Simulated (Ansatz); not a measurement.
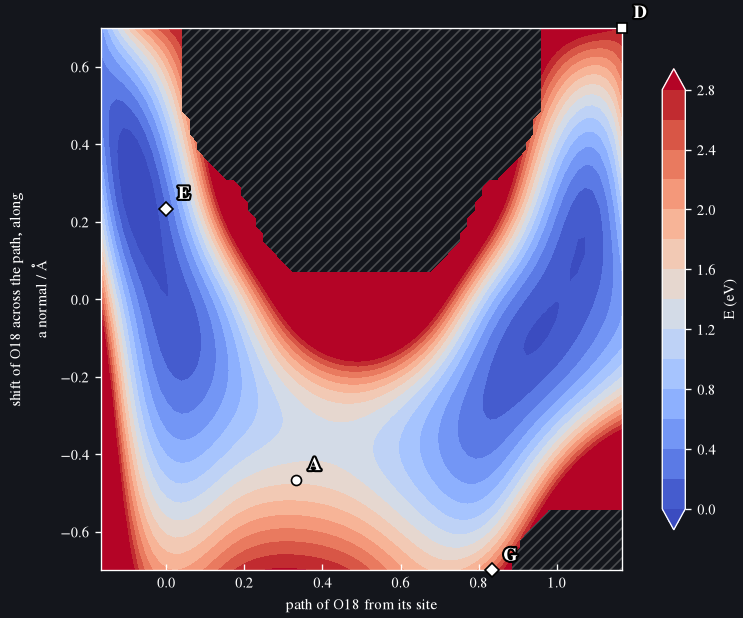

LiNbO₃ (R-3c phase) with one O vacancy (19 atoms in the cell, cell charge +2). An atom moved over a plane that holds its own site and a neighbouring vacancy (x along [1 0 0], y along [0 1 1], z along [0 −2 1] of the conventional cell). First axis: path of O18 from its site (0) to the vacancy (1), 2.793 Å. Second axis: shift of O18 across the path, along a normal. Nothing is relaxed (all other atoms held at the sites of the perfect crystal). The grid has 9 × 7 points; 47 points were computed and 1 follow by symmetry. At 15 points there is no value (left out of the scan, as a rule where atoms come close). Points are written as (first, second). All energies are given in eV per cell relative to the lowest grid point. The cell is charged on a uniform background, without a charge correction. Theory: Ansatz, DFT PBEsol, scalar-relativistic, plane waves, PAW. Settings: cutoff 420 eV, k-mesh 4×4×4, gaussian smearing 0.05 eV, no spin polarisation.

The picture shows filled contours, one colour for all values above the top of the scale, hatched blanks where no value was computed, lettered points. Between grid points the surface is interpolated.

Is A the lowest point of the computed grid?

Answer. No. A lies 1.56 eV above the lowest grid point, which is at (0.000, 0.000 Å) [nearest 1 Li at 1.97 Å and 2 Nb at 1.98 Å].

Rank the lettered points by energy, lowest first.

Answer. E (0.19 eV), A (1.56 eV), G (2.35 eV), D (2.79 eV).

PAW datasets: the set soft_1.
